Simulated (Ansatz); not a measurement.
Input

```
crystal:
  lattice:
    - [4.1854060782, 0.0, 0.0]
    - [0.0, 4.1854060782, 0.0]
    - [0.0, 0.0, 2.6687449776]
  atoms:
    - { symbol: Si, position: [0.5, 0.5, 0.5] }
    - { symbol: Si, position: [0.0, 0.0, 0.0] }
    - { symbol: O, position: [0.6938852015, 0.6938852015, 0.0] }
    - { symbol: O, position: [0.1938852015, 0.8061147985, 0.5] }
    - { symbol: O, position: [0.3061147985, 0.3061147985, 0.0] }
    - { symbol: O, position: [0.8061147985, 0.1938852015, 0.5] }
basis:
  ecutwfc: 500
kpoints:
  mp_grid: { grid: [6, 6, 8] }
hamiltonian:
  xc: r2scan
scf:
  occupations: { method: gaussian, width: 0.05 }
output:
  forces: true
  stress: true
  eigenvalues: true
  write_density: true
  write_potential: true
  elf: true
  volumetric_format: npy
```

Launched as:

```sh
ansatz run input.yaml --threads 1 --pin off --max-ram 2560MiB --backend cpu --events-out ev --progress --plain --runs-dir out
```

Below, planes, directions and counts refer to the conventional cell (a = 4.19 Å, b = 4.19 Å, c = 2.67 Å, α = 90.00°, β = 90.00°, γ = 90.00°).

Space group P4₂/mnm; a structure from a database of computed crystals, not necessarily the ambient phase.

The calculation used DFT r2SCAN, scalar-relativistic, plane waves, PAW (Ansatz).

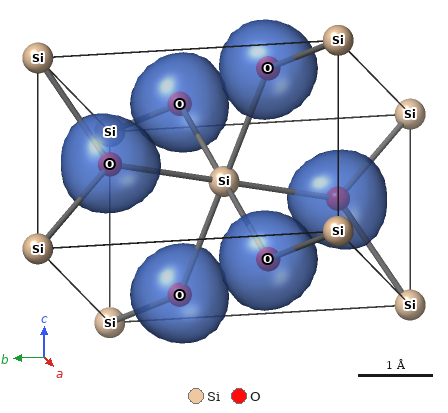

SiO2. Isosurface of the valence charge density (pseudo) at 1.5 e/Å³ (blue), seen at an oblique angle. Sticks mark near contacts.

Question: Which contacts does the surface bridge?

Answer: At this value the density breaks into separate islands; it holds about 50 % of the electrons treated as valence. It bridges none of the near contacts. It is pinched off along the sampled Si–O (1.76 Å) and Si–O (1.81 Å) contacts. On the grid the lowest density along these lines, outside the cores, is 0.69 e/Å³ (Si–O, 1.76 Å) and 0.57 e/Å³ (Si–O, 1.81 Å).

Question: Does the calculation make it a metal, or give it a gap?

Answer: It is gapped, with a Kohn–Sham gap of 6.5 eV on the k-point mesh (the band edges may lie off the mesh, which would make the gap smaller).
